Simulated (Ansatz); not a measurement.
Al2Cu

Input

```
crystal:
  lattice:
    - [-2.0246315513, 1.9740157625, 2.8630136555]
    - [2.0246315513, -1.9740157625, 2.8630136555]
    - [2.0246315513, 1.9740157625, -2.8630136555]
  atoms:
    - { symbol: Al, position: [0.75, 0.25, 0.5] }
    - { symbol: Al, position: [0.25, 0.75, 0.5] }
    - { symbol: Cu, position: [0.5, 0.5, 0.0] }
basis:
  ecutwfc: 420
kpoints:
  mp_grid: { grid: [16, 16, 16] }
hamiltonian:
  xc: pbesol
scf:
  occupations: { method: gaussian, width: 0.15 }
output:
  forces: true
  stress: true
  eigenvalues: true
  write_density: true
  write_potential: true
  elf: true
  volumetric_format: npy
```

Launched as:

```sh
ansatz run input.yaml --threads 1 --pin off --max-ram 2560MiB --backend cpu --events-out ev --progress --plain --runs-dir out
```

Below, planes, directions and counts refer to the conventional cell (a = 3.95 Å, b = 4.05 Å, c = 5.73 Å, α = 90.00°, β = 90.00°, γ = 90.00°).

Space group Immm; a structure from a database of computed crystals, not necessarily the ambient phase; changed on purpose from its base cell (strain -0.0250 x Voigt [0, 1, 0, 0, 0, 0], atoms carried along); computed pressure about 3 GPa in this cell; computed without spin polarisation.

Computed with DFT PBEsol, scalar-relativistic, plane waves, PAW (Ansatz).

The density is the valence pseudo-density of a PAW calculation; it isn't the true density close to the nuclei.

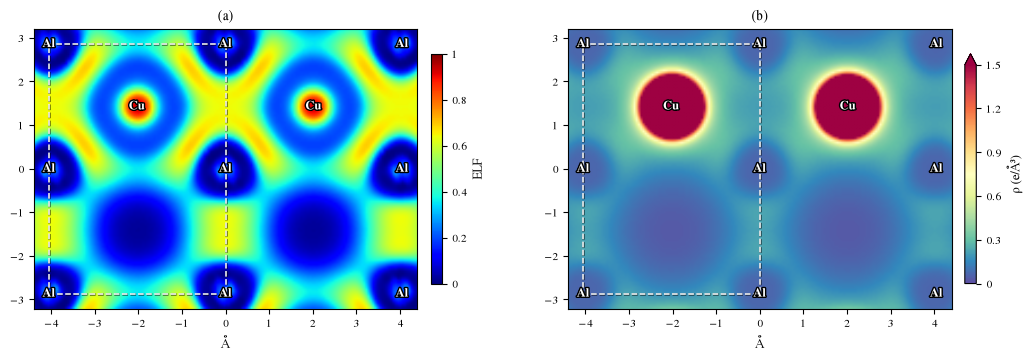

Figure 1. (a) ELF; (b) valence electron density on the (100) plane of the conventional cell.

> Interpret the plot.

The section cuts through Al and Cu sites. Al–Cu (2.48 Å): ρ is about 0.33 e/Å³ halfway; the ELF peaks at about 0.70 between the atoms. Between the atoms the lowest density in this plane is 0.03 e/Å³. The features right at Cu lie inside the PAW spheres, where the map follows smoothed inner orbitals and isn't to be read closely.

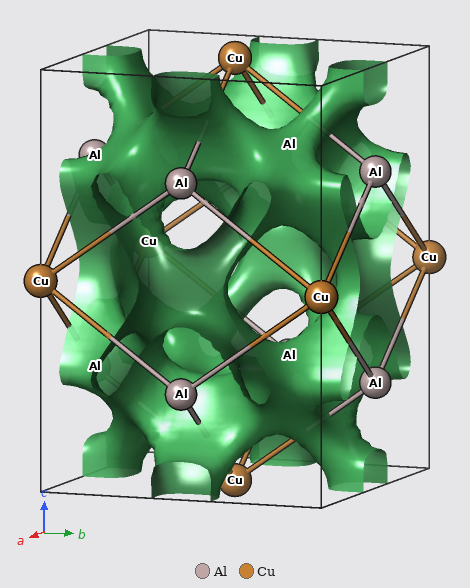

Figure 2. Isosurface of the electron localisation function at 0.55 (green), seen slightly off an axis. Core shells and regions of very low density are left out. Sticks mark near contacts.

> What do the ELF domains correspond to?

The ELF exceeds this value in one network that runs through the whole crystal, counted in one cell of 6 atoms. Any copies at cell faces, edges or corners count once. Profiles from the grid: Al–Cu (2.44 Å): the ELF peaks at about 0.70 between the atoms.

> Metal or insulator at this level of theory?

It is gapless in this calculation (a metal or semimetal).
